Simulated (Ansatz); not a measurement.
O31Mg33: several calculations on one system

### Relaxation

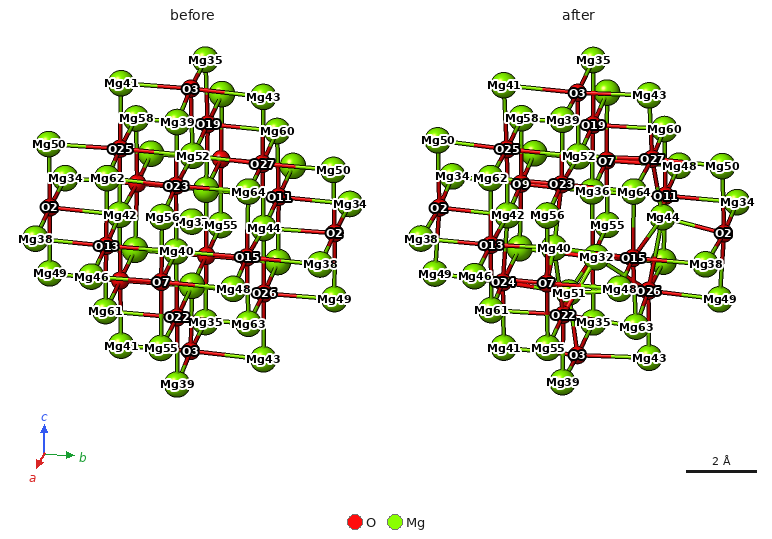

The structure of a defect cell of composition O$_{31}$Mg$_{33}$ (cell charge +1) before (left) and after (right) a relaxation, at one scale.

A ball-and-stick model of the atoms within 5.0 Å of the atom that moves most (axes of the cell of the calculation (origin shifted)), seen from a free direction.

All numbers below come from DFT, PBEsol, PAW, plane waves (Ansatz 0.2.0). (plane-wave cutoff 420 eV; k-point mesh 1 × 1 × 1; mesh shifted by (0.25, 0.25, 0.25); collinear spin; atoms relaxed in a fixed cell; force threshold 0.03 eV/Å; at most 80 steps)

Q: Summarise the run.

A: Over 12 geometry steps the energy falls by 6.016 eV per cell of the calculation. Largest force component: 6.7 eV/Å at the start, 0.0035 eV/Å at the end. The atom that moves furthest is a Mg atom (1.23 Å along [1 1 −1]). Largest moves by element: Mg 1.23 Å, O 0.19 Å. The cell stays as it was. Among the contacts that change: Mg–Mg 3.655 → 2.526 Å, Mg–O 2.997 → 2.001 Å, Mg–O 2.972 → 2.001 Å, Mg–Mg 2.118 → 3.017 Å. New bonds form, among them: Mg–O (2.94 → 2.09 Å), Mg–O (2.97 → 2.00 Å), Mg–O (3.00 → 2.00 Å). Among the angles between lasting bonds that change: O–Mg–O 179.5° → 154.2°, O–Mg–O 178.1° → 154.2°, O–Mg–O 179.2° → 155.6°.

Limits of the set-up: the periodic images lie only 8.4 Å apart, so the values are limited by the cell's size; the cell is charged, on a uniform background, and energies carry no finite-size correction.

### Relaxation

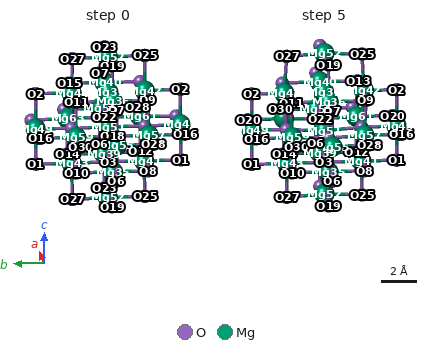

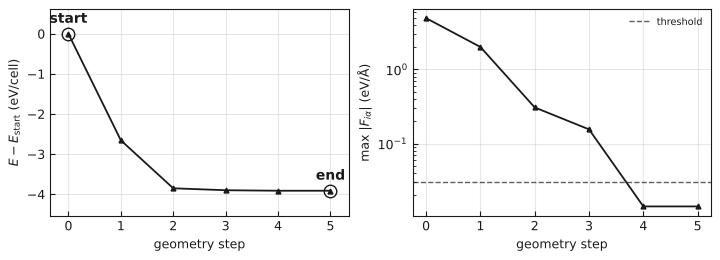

First and last geometry of a relaxation of a defect cell of composition O31Mg33 (cell charge −1), with the history of the run. A ball-and-stick model of the atoms within 5.0 Å of the atom that moves most (axes of the cell of the calculation (origin shifted)), seen from a free direction.

Method: DFT, PBEsol, PAW, plane waves in Ansatz 0.2.0. (plane-wave cutoff 420 eV; k-point mesh 1 × 1 × 1; mesh shifted by (0.25, 0.25, 0.25); collinear spin; atoms relaxed in a fixed cell; force threshold 0.03 eV/Å; at most 80 steps)

**Did the run converge, and what did it change?**

It converged. The largest moves, 0.23 Å, are those of Mg atoms. Largest moves by element: Mg 0.23 Å, O 0.17 Å. The lattice vectors keep their values. Near-neighbour distances that change, for instance: Mg–O 2.148 → 1.898 Å, Mg–Mg 2.071 → 2.316 Å, Mg–O 2.122 → 1.897 Å, Mg–Mg 2.118 → 2.318 Å. Bond angles that change, for instance: Mg–O–Mg 88.8° → 96.3°, Mg–O–Mg 179.7° → 172.3°, Mg–O–Mg 89.4° → 96.7°. The energy falls by 3.912 eV per cell of the calculation in 5 geometry steps. The largest force component goes from 4.9 to 0.014 eV/Å. The run took 6.2 s on 1 × NVIDIA GB300 Max-Q with 8 threads of Arm Neoverse-V2, peak memory 1.7 GiB.

Limits of the set-up: the periodic images lie only 8.4 Å apart, so the values are limited by the cell's size; the cell is charged, on a uniform background, and energies carry no finite-size correction.

### Defect

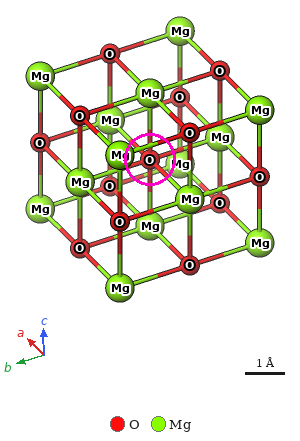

Perfect MgO. A ball-and-stick model of the atoms within 3.8 Å of one point, seen from a free direction.

These are results of Ansatz 0.2.0, DFT, PBEsol, PAW, plane waves, not measurements. (plane-wave cutoff 420 eV; k-point mesh 1 × 1 × 1; mesh shifted by (0.25, 0.25, 0.25); collinear spin) Fermi-Dirac smearing of 0.01 eV. A uniform background neutralises the charged cell. The axes drawn are those of the host's conventional cell.

An oxygen atom is replaced by magnesium at the ringed place, in charge state −1. The supercell has 64 sites, and the atoms are relaxed at the host's cell.

Question: Predict the relaxed surroundings of the defect.

Answer: In the host the O atom has 6 Mg at 2.11 Å; the Mg atom ends with 6 Mg at 2.31 to 2.32 Å. Of the host's atoms, a magnesium atom moves furthest from its site, by 0.21 Å. The cell's net moment is 3.00 μB.

The relaxed defect, seen from the same direction:

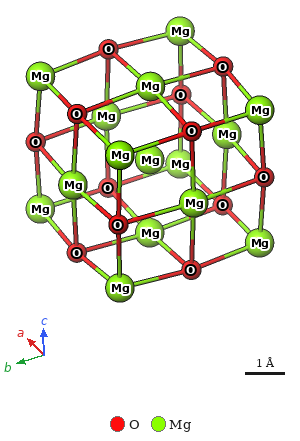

Limits of the set-up: the periodic images lie only 8.4 Å apart, so the values are limited by the cell's size; the cell is charged, on a uniform background, and energies carry no finite-size correction.

### Defect

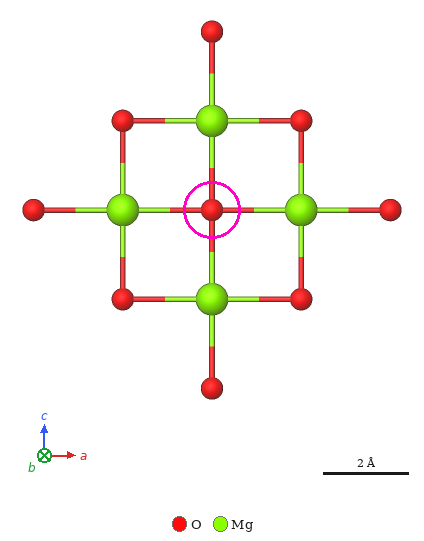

Perfect MgO. A ball-and-stick model of the atoms within 4.6 Å of one point, in a slice 4.2 Å thick across the line of sight, seen along the b axis.

The calculation used Ansatz 0.2.0, DFT, PBEsol, PAW, plane waves. Set-up: plane-wave cutoff 420 eV; k-point mesh 1 × 1 × 1; mesh shifted by (0.25, 0.25, 0.25); no spin polarisation. Fermi-Dirac smearing of 0.01 eV. The axes drawn are those of the host's conventional cell.

An oxygen atom is replaced by magnesium at the ringed place, in charge state 0. The supercell has 64 sites, and the atoms are relaxed at the host's cell.

Predict the relaxed surroundings of the defect.

In the host the O atom has 6 Mg at 2.11 Å; the Mg atom ends with 3 O at 2.03 to 2.33 Å, 3 Mg at 2.24 to 2.27 Å. Of the host's atoms, a magnesium atom moves furthest from its site, by 0.76 Å. The Mg atom itself moves 1.20 Å from where it was put.

The relaxed defect, seen from the same direction:

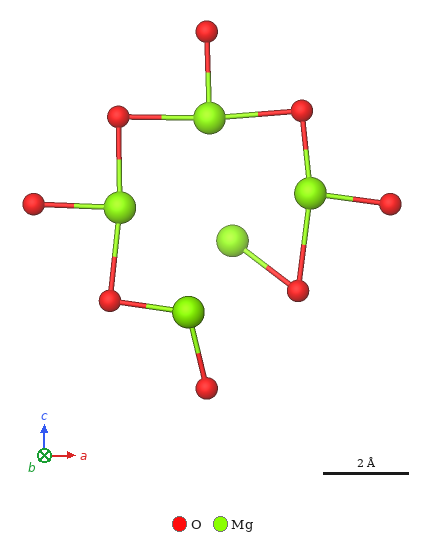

Limits of the set-up: the periodic images lie only 8.4 Å apart, so the values are limited by the cell's size.
